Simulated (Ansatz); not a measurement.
Given this structure:

```cif
data_structure
_symmetry_space_group_name_H-M 'I -4 2 d'
_symmetry_Int_Tables_number 122
_cell_length_a 5.0028
_cell_length_b 5.0028
_cell_length_c 7.3981
_cell_angle_alpha 90.000
_cell_angle_beta 90.000
_cell_angle_gamma 90.000
_cell_volume 185.16
loop_
_atom_site_label
_atom_site_type_symbol
_atom_site_symmetry_multiplicity
_atom_site_Wyckoff_symbol
_atom_site_fract_x
_atom_site_fract_y
_atom_site_fract_z
_atom_site_occupancy
Si1 Si 4 a 0.00000 0.00000 0.00000 1
O1 O 8 d 0.08163 0.25000 0.12500 1
```

### Summarise the structure in words.

Chemical formula SiO2. Its lattice is body-centred tetragonal, its space group I-42d (No. 122). The cell comprises 4 formula units: 4 Si, 8 O. Around each Si lie four O in a tetrahedral arrangement at 1.61 Å. Each O has two Si in a bent arrangement at 1.61 Å. The bonds build a three-dimensional framework.

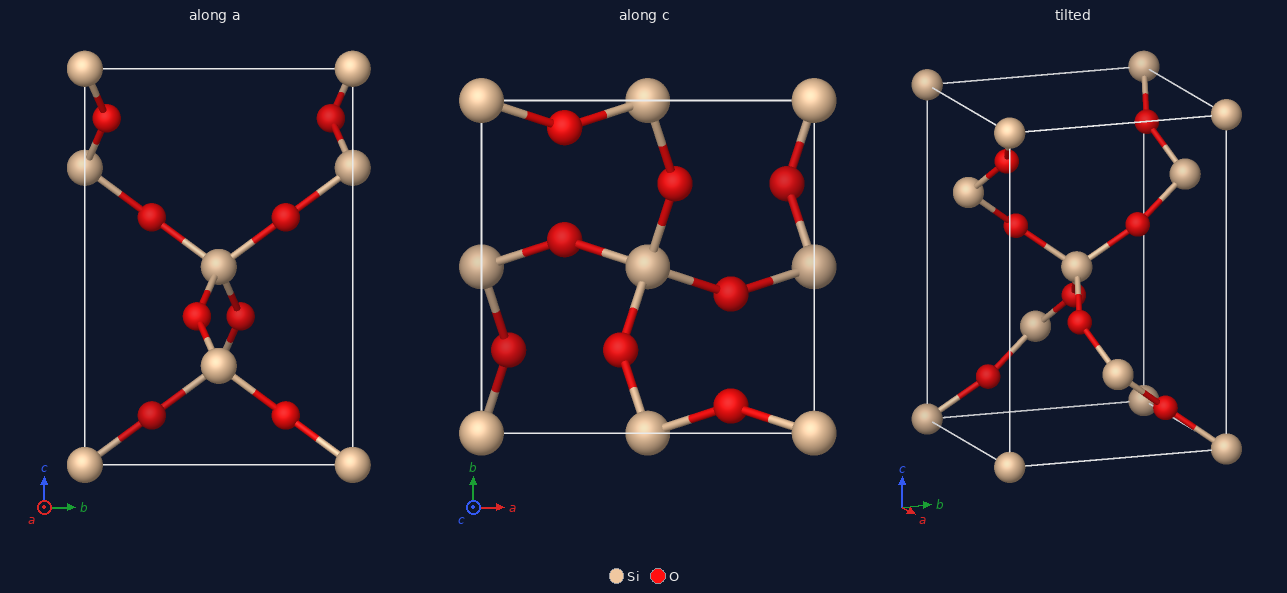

We look at a ball-and-stick model of the crystal along the a axis, along the c axis and slightly off an axis. Atoms at the boundary of the conventional unit cell (the box) are drawn once for each face, edge or corner they touch.

The model was built from a structure listed in the Materials Project. The cell was then strained or its atoms displaced on purpose. The atoms were relaxed in a fixed cell with DFT LDA, scalar-relativistic, plane waves, PAW in Ansatz.
